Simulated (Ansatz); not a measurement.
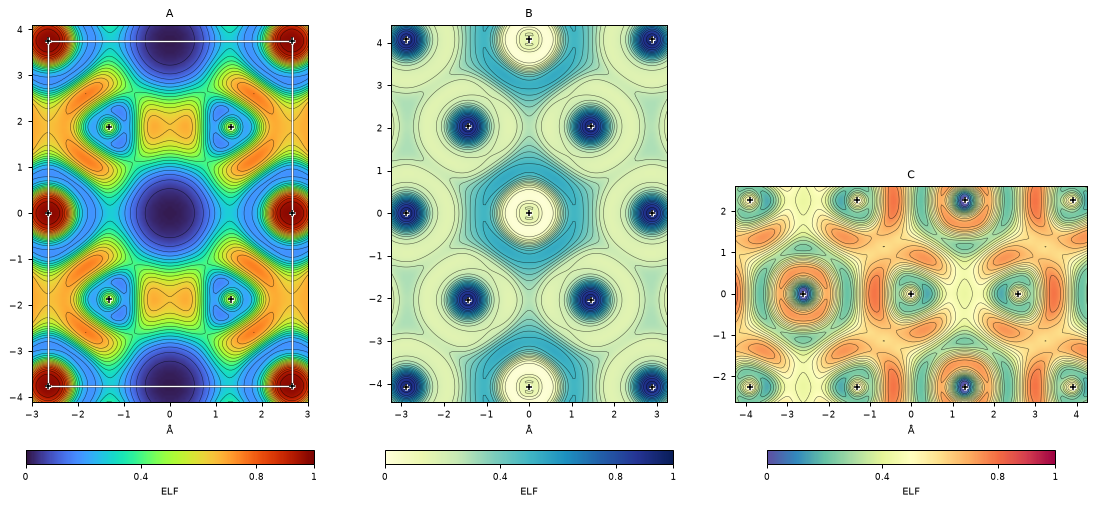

The electron localisation function of 3 systems, each on a plane through atoms (crosses mark nuclei in the plane).

These are results of DFT PBEsol, scalar-relativistic, plane waves, PAW in Ansatz 0.2.0, not measurements.

System 1: Si2W, the (110) plane of the conventional cell. Space group I4/mmm.

```yaml
crystal:
  lattice:
    - [3.20250, 0.00000, 0.00000]
    - [0.00000, 3.20250, 0.00000]
    - [0.00000, 0.00000, 7.81573]
  atoms:
    - { symbol: Si, position: [0.00000, 0.00000, 0.33450] }
    - { symbol: Si, position: [0.50000, 0.50000, 0.83450] }
    - { symbol: Si, position: [0.00000, 0.00000, 0.66550] }
    - { symbol: Si, position: [0.50000, 0.50000, 0.16550] }
    - { symbol: W, position: [0.00000, 0.00000, 0.00000] }
    - { symbol: W, position: [0.50000, 0.50000, 0.50000] }
```

System 2: CoSi2, the (110) plane of the conventional cell. Space group Fm-3m; computed without spin polarisation.

System 3: AlCu3, the (101) plane of the conventional cell. Space group Fm-3m; a structure from a database of computed crystals, not necessarily the ambient phase; computed without spin polarisation.

```yaml
crystal:
  lattice:
    - [5.76694, 0.00000, 0.00000]
    - [0.00000, 5.76694, 0.00000]
    - [0.00000, 0.00000, 5.76694]
  atoms:
    - { symbol: Al, position: [0.00000, 0.00000, 0.00000] }
    - { symbol: Al, position: [0.50000, 0.50000, 0.00000] }
    - { symbol: Al, position: [0.50000, 0.00000, 0.50000] }
    - { symbol: Al, position: [0.00000, 0.50000, 0.50000] }
    - { symbol: Cu, position: [0.50000, 0.00000, 0.00000] }
    - { symbol: Cu, position: [0.00000, 0.50000, 0.00000] }
    - { symbol: Cu, position: [0.00000, 0.00000, 0.50000] }
    - { symbol: Cu, position: [0.50000, 0.50000, 0.50000] }
    - { symbol: Cu, position: [0.25000, 0.25000, 0.25000] }
    - { symbol: Cu, position: [0.75000, 0.75000, 0.25000] }
    - { symbol: Cu, position: [0.75000, 0.25000, 0.75000] }
    - { symbol: Cu, position: [0.25000, 0.75000, 0.75000] }
    - { symbol: Cu, position: [0.75000, 0.25000, 0.25000] }
    - { symbol: Cu, position: [0.25000, 0.75000, 0.25000] }
    - { symbol: Cu, position: [0.25000, 0.25000, 0.75000] }
    - { symbol: Cu, position: [0.75000, 0.75000, 0.75000] }
```

### Match each panel to its system.

Panel A is system 2, CoSi2: the plane holds Co and Si. Co–Si (2.30 Å): the ELF peaks at about 0.75 in the valence shell of Si, 0.9 Å from its nucleus, and is about 0.50 at the midpoint. Panel B is system 3, AlCu3: the plane holds Al and Cu. Al–Cu (2.50 Å): the ELF is about 0.40 at the midpoint. Panel C is system 1, Si2W: the plane holds Si and W. Si–W (2.61 Å): the ELF peaks at about 0.75 in the valence shell of Si, 0.9 Å from its nucleus, and is about 0.45 at the midpoint.
